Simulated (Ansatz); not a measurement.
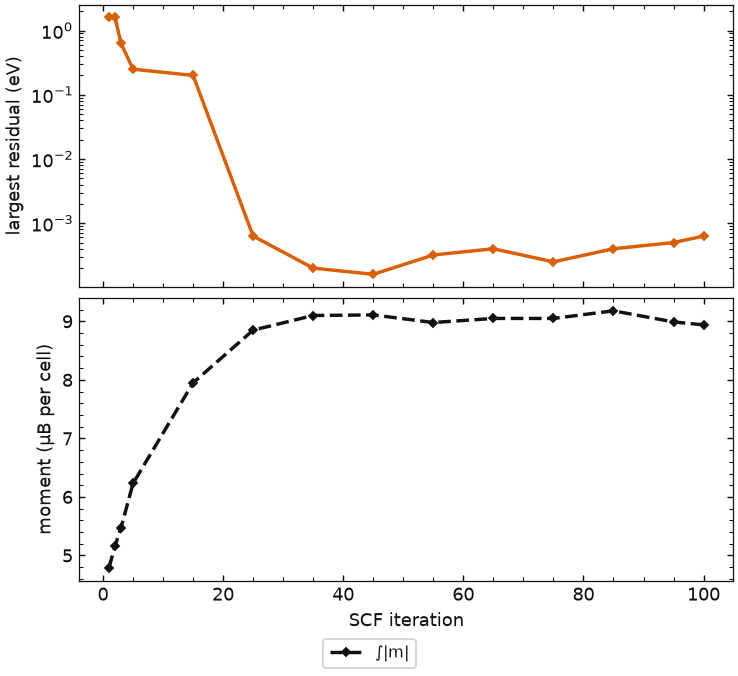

Figure. SCF iterations of a calculation: largest residual, magnetic moments. The run: Fe (Fm-3m, 4 atoms in the cell), by DFT, LDA, norm-conserving potentials, plane waves, scalar-relativistic (Ansatz development build ahead of 0.2.0); cutoff 1224.51 eV, 3×3×3 k-mesh, Fermi–Dirac smearing of 0.1 eV, non-collinear spins. Setting under test: default search for lower states. Only some iterations were kept.

Not converged after 100 iterations. The residual stalls around 4 × 10⁻⁴ from about step 25 on. The residual starts near 1.6 and ends near 6 × 10⁻⁴ eV. The integral of |m| goes from 4.8 to 8.9 μB per cell, though in an unconverged run this needn't be final.
